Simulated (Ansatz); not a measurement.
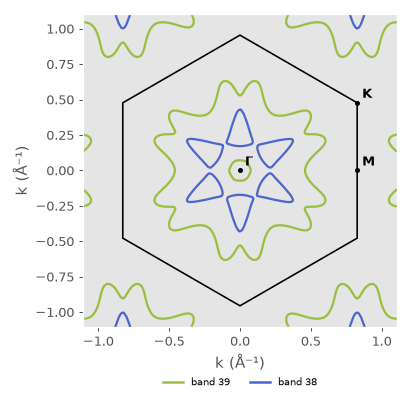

Constant-energy contours of a Bi2Te3 monolayer (space group of the slab cell P-3m1), 0.20 eV below the valence-band maximum (one colour a band).

These are results of DFT PBE, scalar-relativistic, plane waves, PAW; levels and slopes on a dense k mesh at the converged density in Ansatz, not measurements. No spin polarisation. k mesh for the levels: 54×54×1. Cell and positions as given, without relaxation.

Masses come from a second pass at points close to the extrema; at the energies drawn a band may no longer be parabolic.

### Describe the band extrema that these surfaces surround.

Band 39 forms the valence edge; band 38 begins 0.06 eV lower (on the K–Γ line). Within this energy: twelve equivalent maxima away from the named points and lines, principal masses 0.34 and 2.89 mₑ; six equivalent maxima on the K–Γ line, 0.02 eV below the edge, principal masses 0.28 and 4.17 mₑ.

Spin-orbit coupling, left out here, can change the gap, its kind, the place of the band edges and the masses, since the compound holds Bi and Te.

The run (self-consistency and the dense mesh) took 83 s on 2 threads of Intel(R) Xeon(R) Platinum 8488C (Sapphire Rapids), on a shared host, peak memory 2 GiB.
